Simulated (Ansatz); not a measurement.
# Energy of Li along a strain of the cell

System: Li (Immm, 1 atom in the cell).
Method: DFT PBEsol, scalar-relativistic, plane waves, PAW, no spin polarisation (Ansatz 0.2.0).

The 7 runs differ only in the geometry, by a strain of the cell at fixed fractional positions. Against run 4, the strain is εxx = −0.01 η, εxz = η and εzz = −0.01 η. The structure derives from an entry of the Crystallography Open Database.

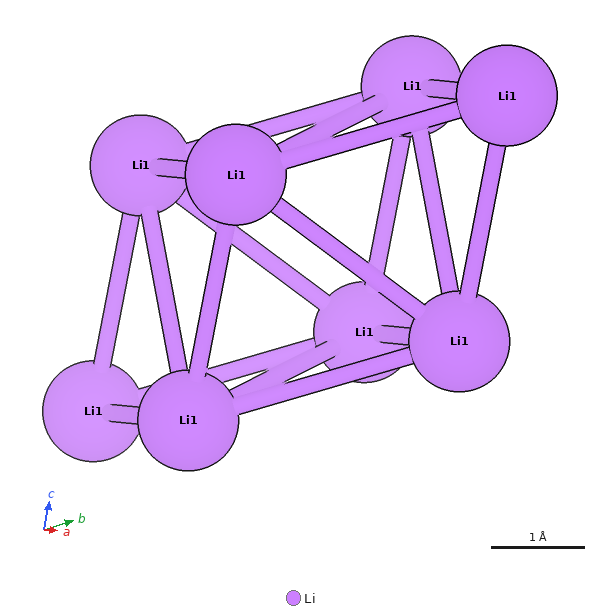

Figure 1. The structure of run 4 (ball-and-stick view of the reduced cell, seen at an oblique angle; atoms are numbered from 1 in the order of the input). An atom can appear more than once, as a periodic image.

**Input of run 4**
```yaml
crystal:
  lattice:
    - [0.0247725, 2.202, 2.202]
    - [2.2267725, 0.0, 2.2267725]
    - [2.202, 2.202, 0.0247725]
  atoms:
    - { symbol: Li, position: [0.0, 0.0, 0.0] }
basis:
  ecutwfc: 420
kpoints:
  mp_grid: { grid: [18, 18, 18] }
hamiltonian:
  xc: pbesol
scf:
  occupations: { method: gaussian, width: 0.15 }
output:
  forces: true
  stress: true
  eigenvalues: true
```

Command:
```bash
ansatz run input.yaml --threads 1 --pin off --max-ram 2560MiB --backend cpu --events-out ev --progress --plain --runs-dir out
```

Lattice vectors (Å) and fractional positions of run 4:
```
   0.024772    2.202000    2.202000
   2.226773    0.000000    2.226773
   2.202000    2.202000    0.024772
Li  0.000000  0.000000  0.000000
```

Run 2 differs from it as follows:
```diff
-    - [0.0247725, 2.202, 2.202]
-    - [2.2267725, 0.0, 2.2267725]
-    - [2.202, 2.202, 0.0247725]
+    - [-0.03303, 2.202, 2.202]
+    - [2.16897, 0.0, 2.16897]
+    - [2.202, 2.202, -0.03303]
```

**Results, with one run withheld**

| run | strain parameter η (%) | free energy per atom, from the lowest run given (meV) | pressure (GPa) |
| --- | --- | --- | --- |
| 1 | −4.1255 | 2.60 | −0.69 |
| 2 | −2.6253 | ? | ? |
| 3 | −0.7501 | 0.00 | −0.70 |
| 4 | 0.0000 | 0.34 | −0.70 |
| 5 | 0.7501 | 1.01 | −0.70 |
| 6 | 1.1251 | 1.47 | −0.69 |
| 7 | 1.5002 | 2.00 | −0.69 |

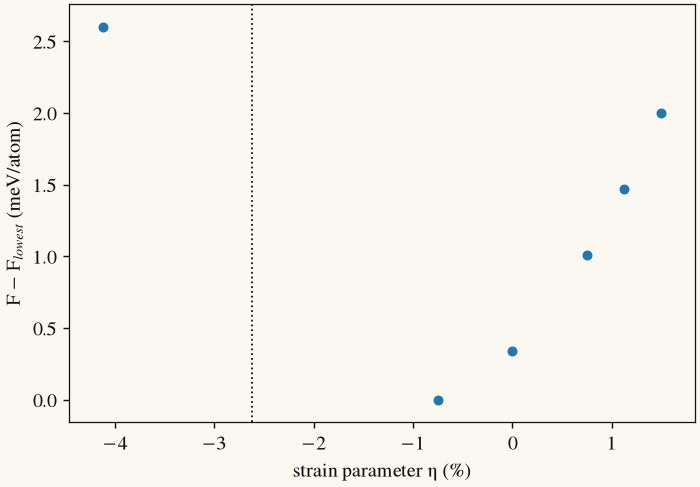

Figure 2. Free energy per atom of the runs given; the dotted line marks run 2.

Fit the runs given and predict run 2.

A cubic polynomial in the coordinate, fitted to the 6 runs given, misses them by under 0.01 meV per atom. With x = η + 0.2500, it reads F = 0.19118 + 0.53021 x + 0.29098 x² − 0.001603 x³ (meV per atom). At run 2 it gives 0.59 meV per atom, and the run itself gives 0.64. The fit has its minimum at η = −1.1543 %.

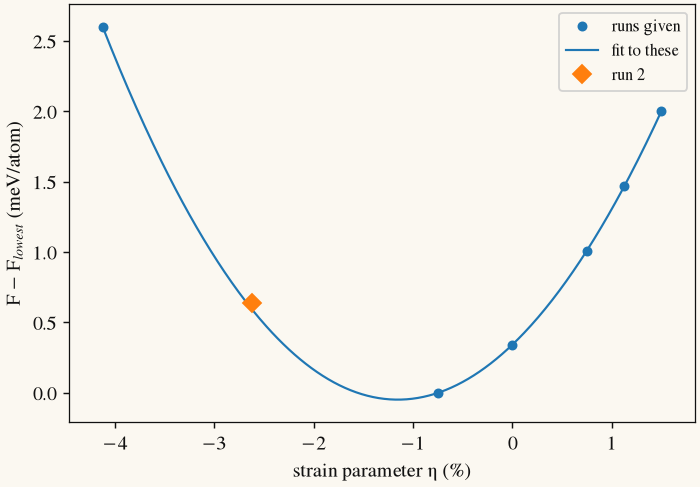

Figure 3. The fit and the withheld run.

**Output, shortened to warnings, some set-up lines, iterations and results (run 2)**
```
Basis set: ecut = 420 eV, 411 PW (Γ), exchange–correlation on 48×48×48 points (8 copies of the dense FFT grid, shifted against one another)
Symmetry: 8 space group operations
k-points: 865 of 5832
Initial density: superposition of atomic densities (neutral atoms: chi_scale 0, normalization atom), corrected by the library's trained network
[...]
SCF iter   1: F=—  HF=-203.000290 eV  |F-HF|=—  |Δ(HF+E_count)|=         —  Δρ=1.40e-3  dr2=1.34e-4  ethr=1.77e-3  ⟨swp⟩=4.3  Hψ=39720  notcnv=0
SCF iter   2: F=—  HF=-202.999810 eV  |F-HF|=—  |Δ(HF+E_count)|=   4.80e-4  Δρ=5.43e-4  dr2=2.03e-5  ethr=4.48e-6  ⟨swp⟩=2.1  Hψ=13101  notcnv=0
SCF iter   3: F=—  HF=-202.999728 eV  |F-HF|=—  |Δ(HF+E_count)|=   8.15e-5  Δρ=2.54e-5  dr2=1.12e-7  ethr=6.78e-7  ⟨swp⟩=2.0  Hψ=6250  notcnv=0
SCF iter   4: F=-202.999728 eV  HF=-202.999728 eV  |F-HF|=5.93e-10  |Δ(HF+E_count)|=   5.99e-7  Δρ=2.03e-6  dr2=6.00e-10  ethr=3.72e-9  ⟨swp⟩=2.0  Hψ=6218  notcnv=0
SCF iter   5: F=-202.999728 eV  HF=-202.999728 eV  |F-HF|=1.42e-13  |Δ(HF+E_count)|=  3.53e-10  Δρ=2.79e-8  dr2=1.09e-13  ethr=2.00e-11  ⟨swp⟩=2.3  Hψ=6049  notcnv=0
SCF iter   6: F=-202.999728 eV  HF=-202.999728 eV  |F-HF|=2.84e-14  |Δ(HF+E_count)|=  2.27e-13  Δρ=1.44e-9  dr2=2.92e-16  ethr=1.00e-12  ⟨swp⟩=1.6  Hψ=15379  notcnv=0
SCF 1 converged in 6 iterations: F = -202.999728 eV  dr2 = 2.92e-16
SCF converged after 6 iterations
Free energy (F): -202.999728 eV
Harris-Foulkes:  -202.999728 eV  (|F-HF|=2.84e-14)
Internal energy: -202.994816 eV  (E = F + TS)
E sigma→0 (E₀):  -202.997272 eV
Entropy (-TS):   -0.004912 eV (-4.912 meV/atom)
Fermi energy:    0.867128 eV
--- Per-component energies (eV) ---
  E_band       = -90.804783
  E_kinetic    = 20.993823
  E_local      = -133.565088  (includes V_loc(G=0)·N_el)
  E_nonlocal   = -33.218793
  E_hartree    = 39.644854
  E_xc         = -9.805820
  E_vxc        = -12.692620  (∫ρ·V_xc dr)
  E_paw        = -19.585506  (= ΣΔE_a)
  E_vpaw       = -11.611827  (= ΣTr[D̂ρ^β])
  E_aug_tail   = 0.000014  (compensation charges beyond the density's cutoff)
  E_ewald      = -67.458301
  E_smearing   = -0.004912  (= −TS)
  E_closure    = -0.000000  (closes the sum)
  Σ components = -202.999728   (vs F -202.999728, Δ=0.00e0)
--- Forces (eV/Å), atoms counted from 1 ---
  atom   1  Li     0.00000000     0.00000000     0.00000000
  max |Σ_I F_I| component: 3.08e-33 eV/Å
--- Stress (GPa, compression-positive) ---
       -0.687269       0.000000       0.346952
        0.000000      -0.725084       0.000000
        0.346952       0.000000      -0.687269
  P = ⅓ Tr σ = -0.6999 GPa (-6.999 kbar)
```
